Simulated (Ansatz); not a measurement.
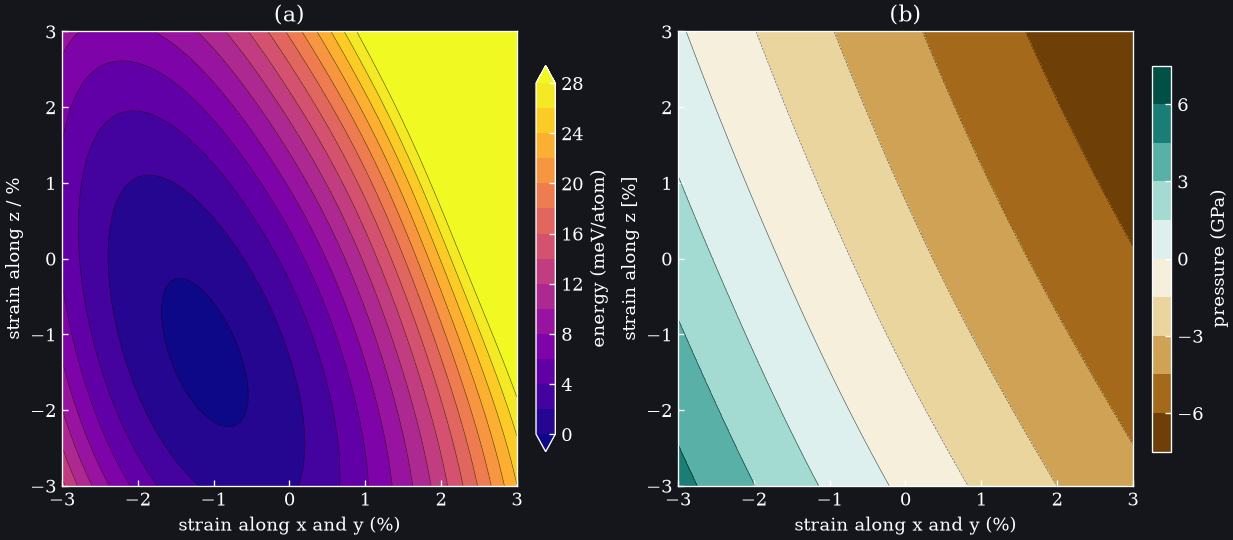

Ge (Imma, No. 74; 2 atoms in the cell). The cell is strained homogeneously, by one strain along x and y and another along z, with fractional coordinates fixed (x along [1 0 0], z along [0 0 1] of the conventional cell). Coordinates scanned: (1) strain along x and y; (2) strain along z. The grid has 5 × 5 points. Points are written as (first, second). Energies are in meV/atom, from the lowest grid point. The reference cell is the one listed in the database, not relaxed at this level. The calculation used Ansatz, DFT PBEsol, scalar-relativistic, plane waves, PAW. Settings: cutoff 420 eV, k-mesh 20×20×20, gaussian smearing 0.15 eV, no spin polarisation.

Panel (a) is the energy and panel (b) the computed pressure on the same grid.

The picture shows filled contours, one colour for all values above the top of the scale. Between grid points the surface is interpolated.

Q: How does the pressure vary over the map, and what is it at the lowest grid point?

A: It runs from −7.3 GPa at (3.0 %, 3.0 %) to 5.0 GPa at (−3.0 %, −3.0 %). At the lowest grid point, (−1.5 %, −1.5 %), it is 0.8 GPa.

| strain along z ↓, strain along x and y → | −3.0 | −1.5 | 0.0 | 1.5 | 3.0 |
| --- | --- | --- | --- | --- | --- |
| 3.0 | 0.2 | −2.2 | −4.2 | −5.9 | −7.3 |
| 1.5 | 1.2 | −1.3 | −3.4 | −5.2 | −6.7 |
| 0.0 | 2.3 | −0.3 | −2.5 | −4.4 | −5.9 |
| −1.5 | 3.6 | 0.8 | −1.5 | −3.4 | −5.1 |
| −3.0 | 5.0 | 2.1 | −0.3 | −2.4 | −4.1 |
